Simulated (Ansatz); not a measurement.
**Density-of-states calculation, with input and output: MgO**

- system: MgO (Fm-3m, 2 atoms in the cell)
- method: DFT r2SCAN50, scalar-relativistic, plane waves, PAW, no spin polarisation (Ansatz 0.2.0)

The structure derives from an entry of the Crystallography Open Database. Figures and captions count atoms from 1; the log counts them from 0 in places.

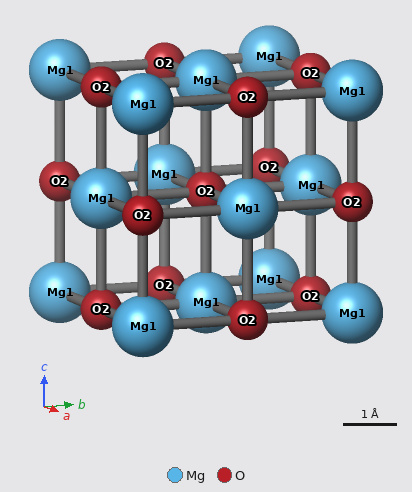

Fig. 1: The structure as given in the input (ball-and-stick view of the cell 4 times as large as that of the calculation, set on its symmetry axes, seen slightly off an axis; atoms are numbered from 1 in the order of the input). An atom can appear more than once, as a periodic image. Near neighbours in the periodic cell (some may lie outside the picture): Mg has 6 O at 2.14 Å; O has 6 Mg at 2.14 Å.

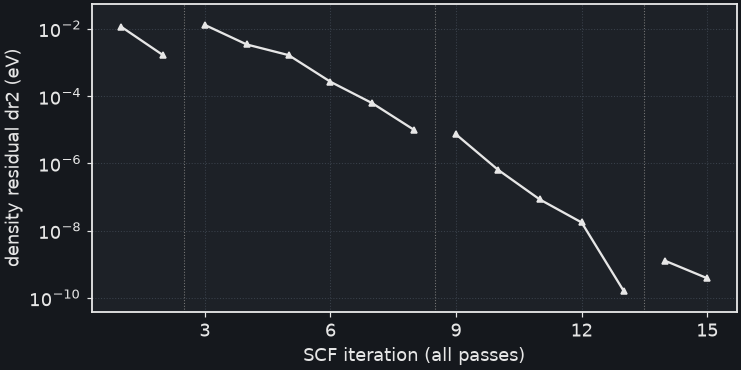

Fig. 2: Convergence of the self-consistent field: density residual dr2 against the SCF iteration. The run starts with a semilocal functional; after that each stretch between dotted lines is one SCF of the hybrid functional between two exact rebuilds of the exchange operator by the outer loop. Early passes are stopped at a loose threshold. The passes take 2, 6, 5 and 2 iterations.

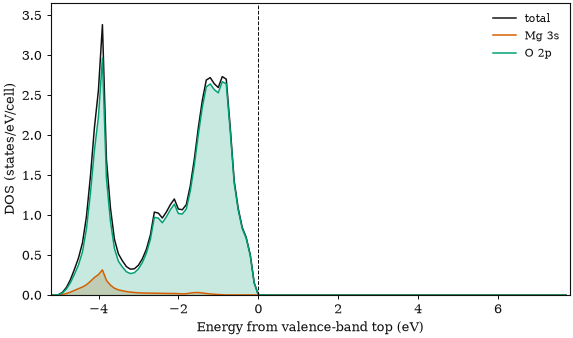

Fig. 3: Density of states (projected on Löwdin-orthogonalised atomic shells), with energies from the valence-band top. There is a gap of 9.60 eV on the k-point mesh.

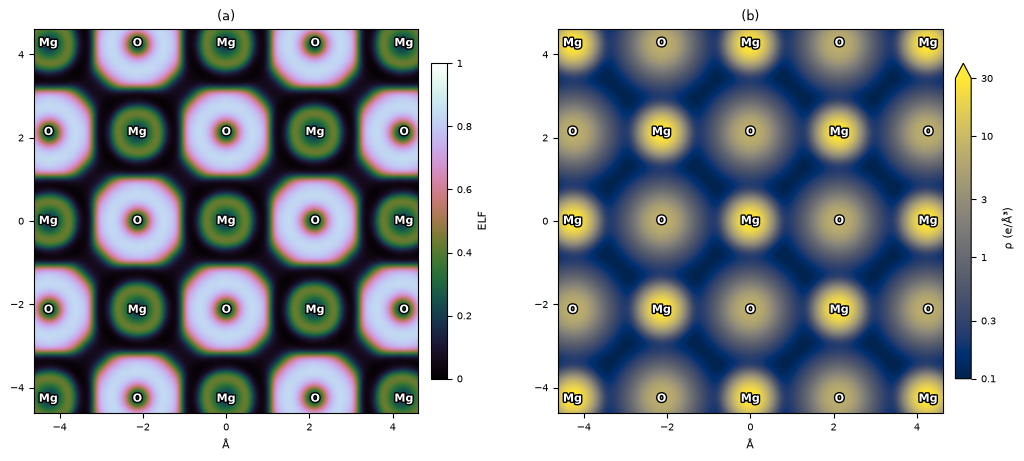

Fig. 4: (a) electron localisation function; (b) valence electron density on the (001) plane of the conventional cell. The section cuts through Mg and O sites. Away from the nuclei the density in this plane falls to 0.1 e/Å³ at its lowest. In a PAW calculation such maps are meaningful between the atoms, not at the nuclei.

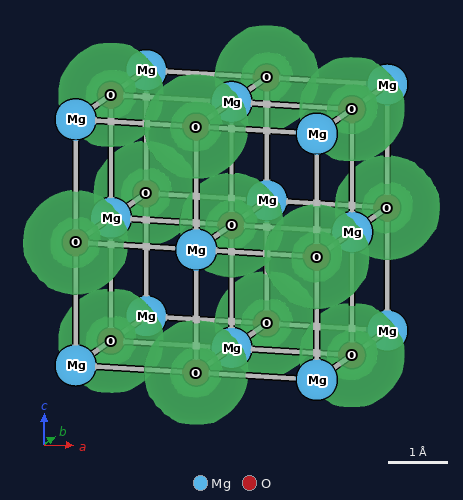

Fig. 5: Isosurface of the ELF at 0.75 (green), seen slightly off an axis. Only the valence region is drawn (cores and ρ < 0.01 e/Å³ removed). Sticks mark near contacts. The outline is the cell set on symmetry axes. Values along the shortest contacts:

These pictures come from the run below.

Input
```yaml
crystal:
  lattice:
    - [0.0, 2.135149143, 2.135149143]
    - [2.135149143, 0.0, 2.135149143]
    - [2.135149143, 2.135149143, 0.0]
  atoms:
    - { symbol: Mg, position: [0.0, 0.0, 0.0] }
    - { symbol: O, position: [0.5, 0.5, 0.5] }
basis:
  ecutwfc: 500
  ecutrho_ratio: 4
kpoints:
  mp_grid: { grid: [6, 6, 6] }
hamiltonian:
  xc: r2scan50
scf:
  occupations: { method: gaussian, width: 0.05 }
  n_extra_bands: 9
output:
  forces: true
  stress: true
  eigenvalues: true
  populations: true
  dos: { projected: true, de: 0.02 }
  write_density: true
  write_potential: true
  elf: true
  volumetric_format: npy
```

Launched with:
```bash
ansatz run input.yaml --threads 4 --pin off --max-ram 8192MiB --backend cpu --events-out ev --progress --plain --runs-dir out
```

The program's output
```
Warning: output.stress: scf.convergence.dr2_threshold = 1e-7 eV (the SCF's general default) is looser than the 2e-10 eV advised for a printed stress (1e-10 eV for each atom of the cell: 2). What an SCF threshold leaves in a stress goes as its square root, and in the free energy as the threshold itself, and one threshold admits the most on a small cell: of the crystals measured, under no hybrid functional and no lock of the moments, on runs that ended without the residual-converged pass, on stresses that held no estimate of that error, the worst erred by over 100 MPa in a component at 1e-7 eV an atom and by under 5 at 1e-10. Set scf.convergence.dr2_threshold to 2e-10 eV or tighter. The threshold is an SCF's pass mark: one that does not reach it within its budget of iterations ends unconverged, or closes short of it on a stop that the run arms, and scf.convergence.dr2_threshold's page says what that costs each kind of run
Warning: output.stress: scf.exx.energy_threshold = 1e-6 eV is looser than the 2e-8 eV advised for a stress under a hybrid functional (1e-8 eV for each atom of the cell: 2). Every SCF of the exchange loop can meet its threshold on dr2 while the loop round them stops early: no threshold on dr2 bounds what that leaves in the stress. Set scf.exx.energy_threshold to 2e-8 eV or tighter. The threshold is the loop's pass mark: a loop that does not reach it within its budget of cycles ends unconverged, and scf.exx.energy_threshold's page has the law
scf.n_extra_bands = 9 over 8 filled bands (N_el = 16.0): the run solves 17 bands
Engine: ansatz 0.2.0, aarch64-unknown-linux-gnu
Pseudopotentials: kind: paw
Pseudopotential: Mg, paw, valence charge 10, recommended cutoff 500 eV (meta_gga), Mg.paw.azcp
Pseudopotential: O, paw, valence charge 6, recommended cutoff 500 eV (meta_gga), O.paw.azcp
Functional definition: r2SCAN50
  parameter a = 0.5
  parameter k0 = 0.174
  parameter k1 = 0.065
  parameter a1 = 4.9479
  exchange = (1 - a)*r2scan_x(k0 = k0, k1 = k1, a1 = a1) + a*exact_x
  correlation = r2scan_c
Crystal: 2 atoms, lattice volume = 19.468 Å³
Basis set: ecut = 500 eV, 531 PW (Γ), exchange–correlation on 96×96×96 points (64 copies of the dense FFT grid, shifted against one another)
Bands: 17, of which v1, the nominal top of the filled ones, is band 8 counted from 1 (7 counted from 0)
Symmetry: 48 space group operations
Space group: Fm-3m (ITA 225), of the structure as read, at distance tolerance 2.7e-5 Å
k-points: 16 of 216
Non-local potential: Mg, projectors of the file, l = 0: 3, l = 1: 2, l = 2: 1
Non-local potential: O, projectors of the file, l = 0: 2, l = 1: 2, l = 2: 1
PAW form: soft (Blöchl's): semilocal exchange-correlation on the pseudo side does not see the compensation charge
PAW frozen core: Mg, regenerated for the run's functional, and the local potential with it (the file was generated under x = pbe(κ = 0.804, μ = 0.2195149727645171), c = pbe(β = 0.06672455060314922))
PAW frozen core: O, regenerated for the run's functional, and the local potential with it (the file was generated under x = pbe(κ = 0.804, μ = 0.2195149727645171), c = pbe(β = 0.06672455060314922))
PAW one-centre angular grid: Mg, 302 points (default); XC on 224 Gauss nodes
PAW one-centre angular grid: O, 302 points (default); XC on 160 Gauss nodes
Initial density: superposition of atomic densities (neutral atoms: chi_scale 0, normalization atom), corrected by the library's trained network
Initial wavefunctions: pseudopotential atomic-orbital guess
Functional: x = r2scan, c = r2scan; τ floored in thin density (d = 2e-4 eV/Å³), warm-up for x = 0.5 r2scan + 0.5 exact, c = r2scan; τ floored in thin density (d = 2e-4 eV/Å³)
SCF iter   1: F=—  HF=-2498.237961 eV  |F-HF|=—  |Δ(HF+E_count)|=         —  Δρ=9.78e-3  dr2=1.16e-2  dr2_τ=6.46e-2  ethr=1.77e-3  ⟨swp⟩=6.2  Hψ=1247  notcnv=0
preconditioner: auto → none  [insulator: Δε(μ)=5.159 eV  Ē_g=26.358 eV  σ=0.050 eV  W_gap=1.00  n_scr=8 (ndim 8)  ℏωp=23.8 eV  f_vac=0.000  D(μ)=0.00/eV (n_scr^D=0)]
SCF iter   2: F=-2498.315870 eV  HF=-2498.315926 eV  |F-HF|=5.67e-5  |Δ(HF+E_count)|=   7.80e-2  Δρ=4.77e-3  dr2=1.66e-3  dr2_τ=2.83e-4  ethr=7.26e-5  ⟨swp⟩=3.7  Hψ=783  notcnv=0
SCF 1 stopped early in 2 iterations: F = -2498.315870 eV  dr2 = 1.66e-3
  greatest PAW one-centre occupation: 1.000 electrons in one spin orbital (limit 2), on the Mg atom at site 0 (counted from 0), in its partial waves of l = 0
Initial density: handed on by an earlier stage of this run
Initial wavefunctions: those handed on with the density
Functional: x = 0.5 r2scan + 0.5 exact, c = r2scan; τ floored in thin density (d = 2e-4 eV/Å³)
Frozen-core exchange: fock
SCF iter   1: F=—  HF=-2497.179169 eV  |F-HF|=—  |Δ(HF+E_count)|=         —  Δρ=1.25e-2  dr2=1.31e-2  dr2_τ=8.60e-4  ethr=1.04e-4  ⟨swp⟩=4.3  Hψ=998  notcnv=0
preconditioner: auto → none  [insulator: Δε(μ)=9.500 eV  Ē_g=32.053 eV  σ=0.050 eV  W_gap=1.00  n_scr=8 (ndim 8)  ℏωp=23.8 eV  f_vac=0.000  D(μ)=0.00/eV (n_scr^D=0)]
SCF iter   2: F=—  HF=-2497.173047 eV  |F-HF|=—  |Δ(HF+E_count)|=   6.12e-3  Δρ=5.64e-3  dr2=3.44e-3  dr2_τ=3.12e-4  ethr=7.44e-5  ⟨swp⟩=2.0  Hψ=449  notcnv=0
iter 3 solved again at ethr=2.34e-7 eV; its pass at ethr=1.40e-5 eV (dr2=3.75e-5 eV) is discarded
SCF iter   3: F=—  HF=-2497.171744 eV  |F-HF|=—  |Δ(HF+E_count)|=   1.30e-3  Δρ=4.42e-4  dr2=1.66e-3  dr2_τ=6.04e-6  ethr=2.34e-7  ⟨swp⟩=3.0  Hψ=982  notcnv=0
SCF iter   4: F=—  HF=-2497.180495 eV  |F-HF|=—  |Δ(HF+E_count)|=   8.75e-3  Δρ=1.18e-3  dr2=2.68e-4  dr2_τ=3.10e-6  ethr=2.34e-7  ⟨swp⟩=4.0  Hψ=741  notcnv=0
SCF iter   5: F=—  HF=-2497.180407 eV  |F-HF|=—  |Δ(HF+E_count)|=   8.83e-5  Δρ=2.26e-4  dr2=6.17e-5  dr2_τ=1.20e-6  ethr=2.34e-7  ⟨swp⟩=3.0  Hψ=484  notcnv=0
SCF iter   6: F=-2497.180686 eV  HF=-2497.180689 eV  |F-HF|=3.35e-6  |Δ(HF+E_count)|=   2.82e-4  Δρ=2.28e-4  dr2=9.90e-6  dr2_τ=1.49e-7  ethr=3.47e-8  ⟨swp⟩=4.0  Hψ=637  notcnv=0
SCF 2 stopped early in 6 iterations: F = -2497.180686 eV  dr2 = 9.90e-6
hybrid outer 1: dexx = +1.087e-2 eV, tail = 3.46e-4 eV
Frozen-core exchange: fock
SCF iter   1: F=—  HF=-2497.180796 eV  |F-HF|=—  |Δ(HF+E_count)|=         —  Δρ=2.05e-4  dr2=7.31e-6  dr2_τ=4.75e-7  ethr=1.08e-5  ⟨swp⟩=2.2  Hψ=547  notcnv=0
preconditioner: auto → none  [insulator: Δε(μ)=9.598 eV  Ē_g=32.012 eV  σ=0.050 eV  W_gap=1.00  n_scr=8 (ndim 8)  ℏωp=23.8 eV  f_vac=0.000  D(μ)=0.00/eV (n_scr^D=0)]
SCF iter   2: F=—  HF=-2497.180792 eV  |F-HF|=—  |Δ(HF+E_count)|=   3.66e-6  Δρ=4.20e-5  dr2=6.52e-7  dr2_τ=5.45e-8  ethr=3.88e-8  ⟨swp⟩=3.1  Hψ=507  notcnv=0
Mixer restart at iter 2: flushing history
SCF iter   3: F=—  HF=-2497.180794 eV  |F-HF|=—  |Δ(HF+E_count)|=   1.76e-6  Δρ=2.69e-5  dr2=8.51e-8  dr2_τ=6.03e-9  ethr=7.21e-10  ⟨swp⟩=4.0  Hψ=672  notcnv=0
SCF iter   4: F=—  HF=-2497.180794 eV  |F-HF|=—  |Δ(HF+E_count)|=   3.66e-8  Δρ=1.13e-5  dr2=1.76e-8  dr2_τ=2.52e-9  ethr=4.77e-10  ⟨swp⟩=3.2  Hψ=457  notcnv=0
SCF iter   5: F=-2497.180794 eV  HF=-2497.180794 eV  |F-HF|=7.28e-12  |Δ(HF+E_count)|=   1.95e-9  Δρ=1.08e-6  dr2=1.66e-10  dr2_τ=1.02e-10  ethr=8.99e-11  ⟨swp⟩=3.2  Hψ=534  notcnv=0
SCF 3 converged in 5 iterations: F = -2497.180794 eV  dr2 = 1.66e-10
  Residual-converged pass: ⟨swp⟩=3.0  Hψ=474  notcnv=0  max |occ|·‖R‖ = 2.2e-6 eV (tolerance 2.4e-6 eV)  dr2=1.72e-10  dr2_τ=1.04e-10  dr2_onsite=3.25e-11  max |Δocc| = 0.0e0
hybrid outer 2: dexx = +2.280e-6 eV, tail = 9.85e-8 eV, Δε = 9.59e-3 eV (about 4.41e-4 eV left of the loop's levels)
Frozen-core exchange: fock
SCF iter   1: F=—  HF=-2497.180794 eV  |F-HF|=—  |Δ(HF+E_count)|=         —  Δρ=4.75e-6  dr2=1.27e-9  dr2_τ=2.36e-10  ethr=3.08e-9  ⟨swp⟩=3.9  Hψ=611  notcnv=0
preconditioner: auto → none  [insulator: Δε(μ)=9.596 eV  Ē_g=32.010 eV  σ=0.050 eV  W_gap=1.00  n_scr=8 (ndim 8)  ℏωp=23.8 eV  f_vac=0.000  D(μ)=0.00/eV (n_scr^D=0)]
SCF iter   2: F=-2497.180794 eV  HF=-2497.180794 eV  |F-HF|=2.36e-10  |Δ(HF+E_count)|=   2.81e-9  Δρ=2.68e-6  dr2=3.87e-10  dr2_τ=1.26e-10  ethr=6.85e-12  ⟨swp⟩=4.1  Hψ=616  notcnv=0  defer=1
SCF 4 converged in 2 iterations: F = -2497.180794 eV  dr2 = 3.87e-10
  Residual-converged pass: ⟨swp⟩=1.9  Hψ=313  notcnv=0  max |occ|·‖R‖ = 2.4e-6 eV (tolerance 2.4e-6 eV)  dr2=3.87e-10  dr2_τ=1.25e-10  dr2_onsite=8.05e-11  max |Δocc| = 0.0e0
hybrid outer 3: dexx = +2.338e-9 eV, tail = 1.76e-9 eV, Δε = 1.59e-4 eV (about 2.94e-5 eV left of the loop's levels), ΔF = 1.26e-29 eV/Å (tail 1.84e-29)
hybrid SCF converged: 3 outer / 13 inner (+2 warm-up), last move |dexx| = 2.34e-9 eV, tail = 1.76e-9 eV
Stability not checked: this state was not tested for a lower state beside it, because the functional holds exact exchange (a hybrid, or Hartree-Fock), whose exchange loop this test does not read (fock_operator; see scf.lower_state_search)
Free energy (F): -2497.180794 eV
Frozen-core exchange: fock
Harris-Foulkes:  -2497.180794 eV  (|F-HF|=2.36e-10)
Internal energy: -2497.180794 eV  (E = F + TS)
E sigma→0 (E₀):  -2497.180794 eV
Fermi energy:    8.996059 eV
--- Per-component energies (eV) ---
  E_band       = -416.676155
  E_kinetic    = 256.815727
  E_local      = -1630.211514  (includes V_loc(G=0)·N_el)
  E_nonlocal   = 139.771336
  E_hartree    = 566.189794
  E_xc         = -56.163184
  E_vxc        = -76.875087  (∫ρ·V_xc dr)
  E_exx        = -156.602237  (= α·E_x^exact, valence–valence)
  E_paw        = -345.056370  (= ΣΔE_a)
  E_vpaw       = 71.822835  (= ΣTr[D̂ρ^β])
  E_aug_tail   = 0.001183  (compensation charges beyond the density's cutoff)
  E_vtau       = 2.824372  (kinetic-family band-sum trace: ∫τ·v_τ [+ j·A + Jᵃ·Aᵃ] dr)
  E_ewald      = -1271.782925
  E_core_change = -0.142603  (= ΣΔE_core)
  E_smearing   = -0.000000  (= −TS)
  E_closure    = -0.000000  (closes the sum)
  Σ components = -2497.180794   (vs F -2497.180794, Δ=4.55e-13)
--- Forces (eV/Å), atoms counted from 1 ---
  atom   1  Mg     0.00000000    -0.00000000    -0.00000000
  atom   2  O      0.00000000     0.00000000     0.00000000
  max |Σ_I F_I| component: 2.52e-29 eV/Å
--- Stress (GPa, compression-positive) ---
      -13.625189      -0.000000       0.000000
        0.000000     -13.625189      -0.000000
       -0.000000       0.000000     -13.625189
  P = ⅓ Tr σ = -13.6252 GPa (-136.252 kbar)
--- Band table (eV; the first three rows and the last of 16) ---
  k-point 0: bands = ["-78.0050", "-40.4568", "-40.4568", "-40.4568", "-16.2404", "4.1977", "4.1977", "4.1977", "13.7941", "25.5462", "25.5462", "25.5462", "29.2843", "31.5496", "31.5496", "34.5369", "34.5369"]
  k-point 1: bands = ["-78.0033", "-40.4752", "-40.4583", "-40.4583", "-15.9436", "2.6199", "4.0019", "4.0019", "15.3099", "23.1476", "26.1622", "26.1622", "30.2230", "30.2230", "32.2099", "35.1846", "37.1710"]
  k-point 2: bands = ["-77.9999", "-40.5116", "-40.4612", "-40.4612", "-15.2870", "0.2094", "3.6355", "3.6355", "16.9924", "22.2164", "26.3861", "26.3861", "31.0079", "31.0079", "31.4363", "39.2167", "40.6009"]
  k-point 15: bands = ["-77.9956", "-40.5088", "-40.4902", "-40.4817", "-14.6368", "0.2939", "1.7352", "2.3557", "20.1215", "21.1053", "22.4544", "26.5074", "30.4887", "34.7462", "36.4855", "38.9683", "41.4278"]
--- Löwdin populations: 2 sites ---
  site symbol       q [e]
     0     Mg      8.4176
     1      O      7.4396
  spilling = 0.008927 (of n_electrons = 16.000000)
```

File populations.tsv
```
# site	symbol	l	j	q
# orbitals = lowdin
# n_electrons = 16.000000
# spilling = 0.008927
0	Mg	0_2S	-	1.995294
0	Mg	0_3S	-	0.422803
0	Mg	1_2P	-	5.999498
1	O	0_2S	-	1.852815
1	O	1_2P	-	5.586753
```

Results in brief

- outcome: converged
- space group (tolerance 0.01 Å): Fm-3m (225)
- electrons treated: 16
- free energy: −2497.1808 eV
- Fermi energy: 8.996 eV
- gap on the k-point mesh: 9.60 eV
- pressure: −13.63 GPa
- largest force (length of the vector): under 0.001 eV/Å
- hardware: 4 threads of Arm Neoverse V1, 24 GiB of memory available, shared host
- wall time: 5.3 s (CPU time 17 s)
- peak memory: 0.67 GiB

Warnings of the run: the exchange loop's threshold is looser than advised for the stress; the SCF threshold is looser than advised for the printed stress. The cell is under a tension of 13.6 GPa at this level, so it is not at its equilibrium volume.
